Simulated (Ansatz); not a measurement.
```xyz
8
Lattice="3.3498 0.0000 0.0000 0.0000 3.3498 0.0000 0.0000 0.0000 11.4802" Properties=species:S:1:pos:R:3 pbc="T T T"
Nb    0.0000    1.6749    5.7387
Nb    1.6749    0.0000   11.4788
Nb    0.0000    0.0000    2.8687
Nb    1.6749    1.6749    8.6088
P     0.0000    1.6749    0.9500
P     1.6749    0.0000    6.6901
P     1.6749    1.6749    3.8200
P     0.0000    0.0000    9.5602
```

Space group I4₁md; a structure from a database of computed crystals, not necessarily the ambient phase; computed pressure about −5 GPa in this cell.

Theory: Kohn-Sham DFT of a periodic cell, HSE06 form with a typed share of exact exchange, Ansatz PAW (Ansatz 0.2.0).

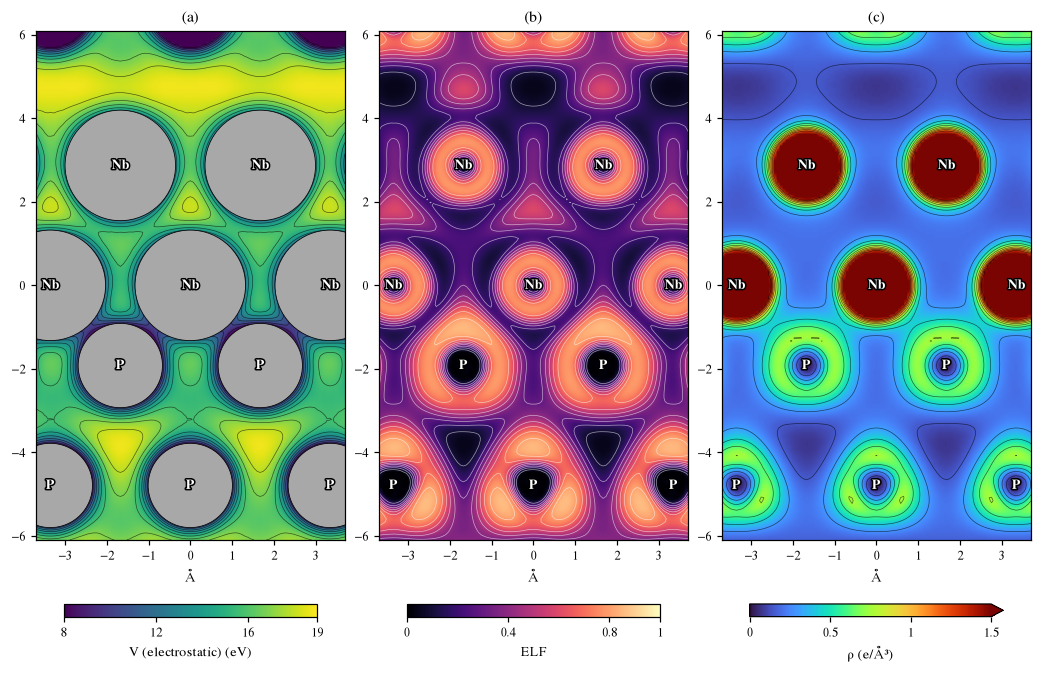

NbP. (a) electrostatic potential energy of an electron; (b) electron localisation function; (c) valence electron density on the (010) plane of the conventional cell. Grey discs cover the atomic cores in the potential map.

Core electrons are frozen (PAW), and the valence fields are smoothed inside the atomic spheres.

**Interpret the plot.**

- The plane passes through Nb and P nuclei.
- Nb–P (2.55 Å): ρ at the midpoint is about 0.43 e/Å³; the ELF peaks at about 0.80 in the valence shell of P, 0.8 Å from its nucleus, and is about 0.40 at the midpoint.
- Between the atoms the lowest density in this plane is 0.08 e/Å³.
- The features right at Nb lie inside the PAW spheres, where the map follows smoothed inner orbitals and isn't to be read closely.
- Outside the cores the potential energy rises away from the atoms and is highest about 2.0 Å from the nearest atoms; its zero is arbitrary.
